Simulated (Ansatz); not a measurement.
**Energy of TiAl along a strain of the cell**

System: TiAl (2 atoms in the cell).
Method: DFT PBE, scalar-relativistic, plane waves, PAW, no spin polarisation (Ansatz 0.2.0).

The 7 runs differ only in the geometry, by a strain of the cell at fixed fractional positions. Against run 4, the strain is εyy = η. The structure derives from an entry of the Crystallography Open Database.

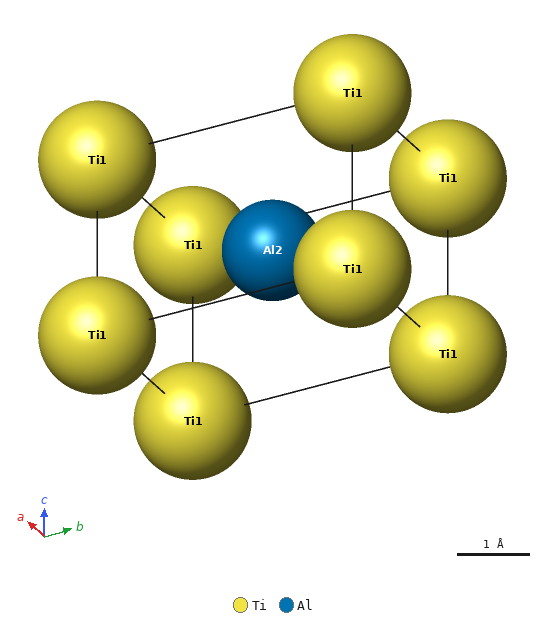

Figure 1. The structure of run 4 (spheres-only view of the cell of the calculation, set on other vectors, seen at an oblique angle; atoms are numbered from 1 in the order of the input).

### Input of run 4
```yaml
crystal:
  lattice:
    - [2.8220029273, 0.0, 0.0]
    - [0.0, 2.8220029273, 0.0]
    - [0.0, 0.0, 4.07684145]
  atoms:
    - { symbol: Ti, position: [0.0, 0.0134227751, 0.0] }
    - { symbol: Al, position: [0.5, 0.476187126, 0.5] }
basis:
  ecutwfc: 520.0
kpoints:
  mp_grid: { grid: [16, 16, 12] }
hamiltonian:
  xc: pbe
scf:
  occupations: { method: gaussian, width: 0.15 }
output:
  forces: true
  stress: true
  eigenvalues: true
```

Command:
```bash
ansatz run input.yaml --threads 1 --pin off --max-ram 2048MiB --backend cpu --events-out ev --progress --plain --runs-dir out
```

Lattice vectors (Å) and fractional positions of run 4:
```
   2.822003    0.000000    0.000000
   0.000000    2.822003    0.000000
   0.000000    0.000000    4.076841
Ti  0.000000  0.013423  0.000000
Al  0.500000  0.476187  0.500000
```

Run 3 differs from it as follows:
```diff
-    - [0.0, 2.8220029273, 0.0]
+    - [0.0, 2.7562502591, 0.0]
```

### Results, with one run withheld

| run | strain parameter η (%) | free energy per atom, from the lowest run given (meV) | pressure (GPa) |
| --- | --- | --- | --- |
| 1 | −7.0000 | 58.47 | 10.04 |
| 2 | −4.6700 | 24.82 | 6.36 |
| 3 | −2.3300 | ? | ? |
| 4 | 0.0000 | 0.00 | 0.29 |
| 5 | 2.3300 | 4.84 | −2.17 |
| 6 | 4.6700 | 18.88 | −4.32 |
| 7 | 7.0000 | 40.37 | −6.17 |

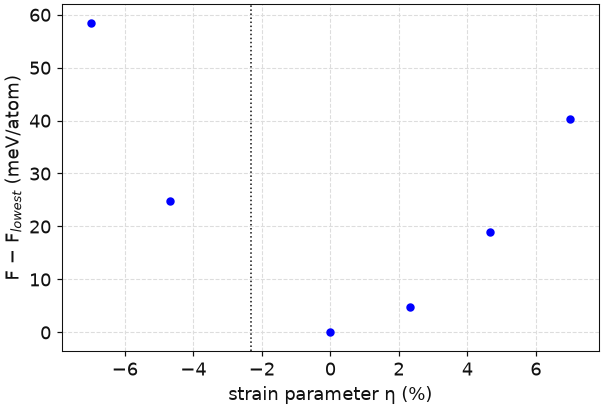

Figure 2. Free energy per atom of the runs given; the dotted line marks run 3.

Fit the runs given and predict run 3.

A cubic polynomial in the coordinate, fitted to the 6 runs given, misses them by at most 0.09 meV per atom. With x = η − 0.3883, it reads F = 0.021876 + 0.6647 x + 0.98145 x² − 0.024173 x³ (meV per atom). At run 3 it gives 5.95 meV per atom, and the run itself gives 6.00. The fit has its minimum at η = 0.0538 %.

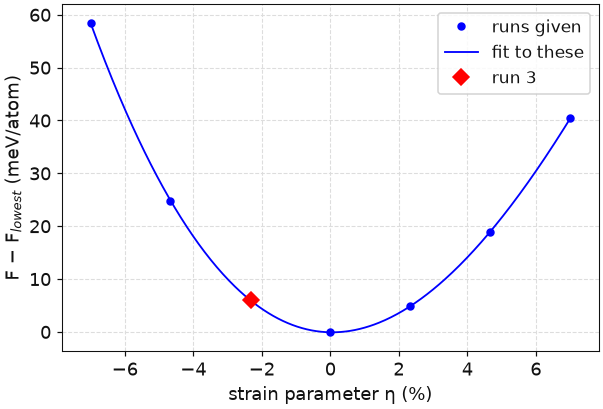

Figure 3. The fit and the withheld run.

### Output, shortened to warnings, some set-up lines, iterations and results (run 3)
```
Basis set: ecut = 520 eV, 847 PW (Γ), exchange–correlation on 48×48×64 points (8 copies of the dense FFT grid, shifted against one another)
Symmetry: 4 space group operations
k-points: 567 of 3072 (time reversal used)
Initial density: superposition of atomic densities (neutral atoms: chi_scale 0, normalization atom), corrected by the library's trained network
[...]
SCF iter   1: F=—  HF=-3037.956841 eV  |F-HF|=—  |Δ(HF+E_count)|=         —  Δρ=3.79e-3  dr2=3.70e-3  ethr=1.77e-3  ⟨swp⟩=4.9  Hψ=33888  notcnv=0
SCF iter   2: F=—  HF=-3037.956486 eV  |F-HF|=—  |Δ(HF+E_count)|=   3.54e-4  Δρ=2.21e-3  dr2=1.71e-3  ethr=2.47e-5  ⟨swp⟩=1.0  Hψ=11340  notcnv=0
SCF iter   3: F=—  HF=-3037.956311 eV  |F-HF|=—  |Δ(HF+E_count)|=   1.75e-4  Δρ=1.65e-4  dr2=5.45e-6  ethr=1.14e-5  ⟨swp⟩=1.8  Hψ=7715  notcnv=0
SCF iter   4: F=—  HF=-3037.956296 eV  |F-HF|=—  |Δ(HF+E_count)|=   1.46e-5  Δρ=5.77e-5  dr2=6.97e-7  ethr=3.64e-8  ⟨swp⟩=2.8  Hψ=11181  notcnv=0
SCF iter   5: F=-3037.956296 eV  HF=-3037.956296 eV  |F-HF|=4.29e-10  |Δ(HF+E_count)|=   8.86e-8  Δρ=1.47e-5  dr2=3.31e-8  ethr=4.65e-9  ⟨swp⟩=2.5  Hψ=10859  notcnv=0
SCF iter   6: F=-3037.956296 eV  HF=-3037.956296 eV  |F-HF|=2.75e-10  |Δ(HF+E_count)|=   8.05e-9  Δρ=2.66e-6  dr2=9.88e-10  ethr=2.20e-10  ⟨swp⟩=1.9  Hψ=21019  notcnv=0
SCF 1 converged in 6 iterations: F = -3037.956296 eV  dr2 = 9.88e-10
SCF converged after 6 iterations
Free energy (F): -3037.956296 eV
Harris-Foulkes:  -3037.956296 eV  (|F-HF|=2.75e-10)
Internal energy: -3037.935797 eV  (E = F + TS)
E sigma→0 (E₀):  -3037.946047 eV
Entropy (-TS):   -0.020499 eV (-10.249 meV/atom)
Fermi energy:    11.281193 eV
--- Per-component energies (eV) ---
  E_band       = -159.971192
  E_kinetic    = 297.525125
  E_local      = -1070.632474  (includes V_loc(G=0)·N_el)
  E_nonlocal   = 19.290023
  E_hartree    = 460.749810
  E_xc         = -138.121678
  E_vxc        = -152.120437  (∫ρ·V_xc dr)
  E_paw        = -1515.730659  (= ΣΔE_a)
  E_vpaw       = -175.533063  (= ΣTr[D̂ρ^β])
  E_aug_tail   = 0.000056  (compensation charges beyond the density's cutoff)
  E_ewald      = -1091.016000
  E_smearing   = -0.020499  (= −TS)
  E_closure    = 0.000000  (closes the sum)
  Σ components = -3037.956296   (vs F -3037.956296, Δ=0.00e0)
--- Forces (eV/Å), atoms counted from 1 ---
  atom   1  Ti     0.00000000    -0.46686418     0.00000000
  atom   2  Al     0.00000000     0.46686888     0.00000000
  max |Σ_I F_I| component: 4.71e-6 eV/Å
--- Stress (GPa, compression-positive) ---
        1.726816       0.000000       0.000000
        0.000000       5.096251       0.000000
        0.000000       0.000000       2.518340
  P = ⅓ Tr σ = 3.1138 GPa (31.138 kbar)
```
